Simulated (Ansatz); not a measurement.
Geometry relaxation of C13H (part 1 of 5)

System: C13H (slab, 14 atoms in the cell).
Method: DFT PBEsol, scalar-relativistic, plane waves, PAW, spin-polarised (Ansatz 0.2.0).

The structure derives from an entry of the Crystallography Open Database. The input holds or restrains some coordinates. It belongs to a series of runs on one base structure; here: CH put at a top C site.

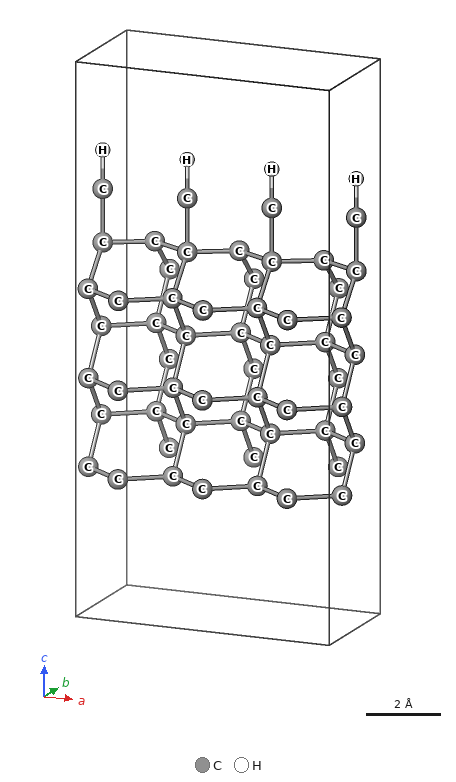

The structure as given in the input (ball-and-stick view of the 3 × 1 repeat of the cell, with the vacuum cut short, seen slightly off an axis).

The input:
```yaml
crystal:
  lattice:
    - [2.5129226041, 0.0, 0.0]
    - [0.0, 3.5538092279, 0.0]
    - [0.0, 0.0, 26.3823065103]
  atoms:
    - { symbol: C, position: [0.5, 0.0, 0.3221856283] }
    - { symbol: C, position: [0.0, 0.25, 0.3221856283] }
    - { symbol: C, position: [0.0, 0.5, 0.3698107782] }
    - { symbol: C, position: [0.5, 0.75, 0.3698107782] }
    - { symbol: C, position: [0.5, 0.0, 0.4174359281] }
    - { symbol: C, position: [0.0, 0.25, 0.4174359281] }
    - { symbol: C, position: [0.0, 0.5012213661, 0.4648500534] }
    - { symbol: C, position: [0.5, 0.7487786339, 0.4648500534] }
    - { symbol: C, position: [0.5, 0.0097937658, 0.5137244335] }
    - { symbol: C, position: [0.0, 0.2402062342, 0.5137244335] }
    - { symbol: C, position: [0.0, 0.5296167303, 0.5536885515] }
    - { symbol: C, position: [0.5, 0.7203832697, 0.5536885515] }
    - { symbol: C, position: [0.0, 0.5296167303, 0.6113029227], spin: 1.0 }
    - { symbol: H, position: [0.0, 0.5296167303, 0.6529975334] }
basis:
  ecutwfc: 420
kpoints:
  mp_grid: { grid: [11, 8, 1] }
hamiltonian:
  xc: pbesol
scf:
  occupations: { method: gaussian, width: 0.05 }
output:
  forces: true
  eigenvalues: true
  populations: true
  write_density: true
  write_potential: true
  elf: true
  volumetric_format: npy
magnetization:
  spin_polarized: true
relax:
  adjacent_minimum: "off"
  f_tol: 0.03
  max_steps: 70
  constraints: [{ sites: [0, 1, 2, 3, 4, 5] }]
efield:
  axis: 3
  dipole_correction: true
  ramp_width: 0.04
```

Launched with:
```bash
ansatz run input.yaml --threads 1 --pin off --max-ram 3072MiB --backend cpu --events-out ev --progress --plain --runs-dir out
```

What the program printed:
```
Engine: ansatz 0.2.0, x86_64-unknown-linux-gnu
Pseudopotentials: kind: paw
Pseudopotential: C, paw, valence charge 4, recommended cutoff 420 eV (normal), C.paw.azcp
Pseudopotential: H, paw, valence charge 1, recommended cutoff 420 eV (normal), H.paw.azcp
Functional definition: PBEsol
  exchange = pbesol_x
  correlation = pbesol_c
Crystal: 14 atoms, lattice volume = 235.606 Å³
Basis set: ecut = 420 eV, 4599 PW (Γ), exchange–correlation on 36×48×360 points (8 copies of the dense FFT grid, shifted against one another)
Bands: 41, of which v1, the nominal top of the filled ones, is band 27 counted from 1 (26 counted from 0)
Symmetry: 2 space group operations
k-points: 30 of 88 (time reversal used)
Non-local potential: C, projectors of the file, l = 0: 2, l = 1: 2, l = 2: 1
Non-local potential: H, projectors of the file, l = 0: 2, l = 1: 1
PAW form: soft (Blöchl's): semilocal exchange-correlation on the pseudo side does not see the compensation charge
PAW frozen core: C, regenerated for the run's functional, and the local potential with it (the file was generated under x = pbe(κ = 0.804, μ = 0.2195149727645171), c = pbe(β = 0.06672455060314922))
PAW one-centre angular grid: C, 110 points (default); XC on 64 Gauss nodes
PAW one-centre angular grid: H, 110 points (default); XC on 64 Gauss nodes
Initial density: superposition of atomic densities (neutral atoms: chi_scale 0, normalization atom)
Starting moments: Σ|m| = 1 μB on 1 of 14 sites
Initial wavefunctions: pseudopotential atomic-orbital guess
Functional: x = pbesol(κ = 0.804, μ = 0.12345679012345678), c = pbesol(β = 0.046)
```
